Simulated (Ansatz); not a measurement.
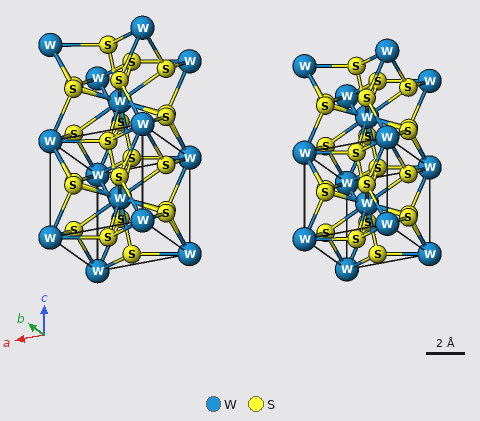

Two geometries of a crystal of WS$_{3}$ (built on the A15_223 type) (coarse preliminary run), drawn at one scale. One is the start of a relaxation, the other its converged end. Style: ball-and-stick. Shown: the cell of the calculation, repeated 1 × 1 × 2 with one cell outlined, from a free direction.

Theory: DFT PBE, scalar-relativistic, plane waves, PAW in Ansatz. Settings: plane-wave cutoff 420 eV; k-point mesh 4 × 4 × 4; occupations gaussian; smearing width 0.1 eV; no spin polarisation; cell and atoms relaxed; force threshold 0.04 eV/Å; at most 70 steps.

Q: Which one is relaxed?

A: The right one is the relaxed one. Case: A15 type (Pm-3n, No. 223). After 4 accepted moves (5 points after the start) the energy has fallen by 539 meV per atom. All forces vanish by symmetry, so only the cell relaxes. The pressure goes from −22.86 to 0.00 GPa. At 1 point the geometry stayed and the basis and grid were re-selected for the new cell (energy shift of 0.4 meV per atom at most each time). No atom moves by more than 0.005 Å relative to the cell. Cell: a = b = c 5.474 → 4.918 Å (−10.2 %). Volume −27.5 %. Near-neighbour distances that change, for instance: S–W 3.060 → 2.749 Å. The space group stays Pm-3n (No. 223). The run took 25 s on 1 thread of Arm Neoverse V2, on a shared host, peak memory 0.41 GiB.
